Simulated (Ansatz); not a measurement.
MoS2

```xyz
3
Lattice="3.1779 0.0000 0.0000 -1.5890 2.7522 0.0000 0.0000 0.0000 5.8504" Properties=species:S:1:pos:R:3 pbc="T T T"
Mo    0.0000    0.0000    2.9252
S     1.5890    0.9174    4.4980
S     0.0000    1.8348    1.3524
```

Space group P-3m1; a structure from a database of computed crystals, not necessarily the ambient phase.

The calculation used Kohn-Sham DFT of a periodic cell, PBE with D4, Ansatz PAW (Ansatz 0.2.0).

> What can the converged valence pseudo-density and electron localisation function tell about the bonding?

Mo–S (2.42 Å): ρ is about 0.56 e/Å³ halfway; the ELF peaks at about 0.85 in the valence shell of S, 0.8 Å from its nucleus, and is about 0.40 at the midpoint.

> Does the calculation give a band gap?

It is metallic or semimetallic at this level of theory: no gap opens; semilocal functionals without U, or without the true magnetic order, often close the gap of such compounds.

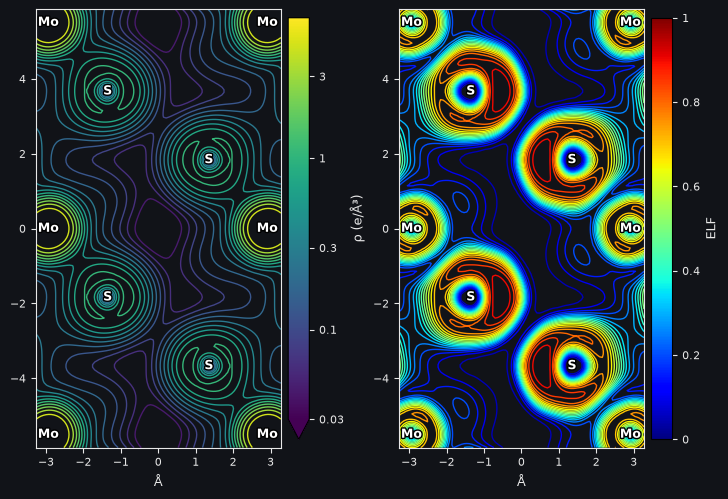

Computed valence pseudo-density and electron localisation function on the (110) plane of the conventional cell, in this order. 
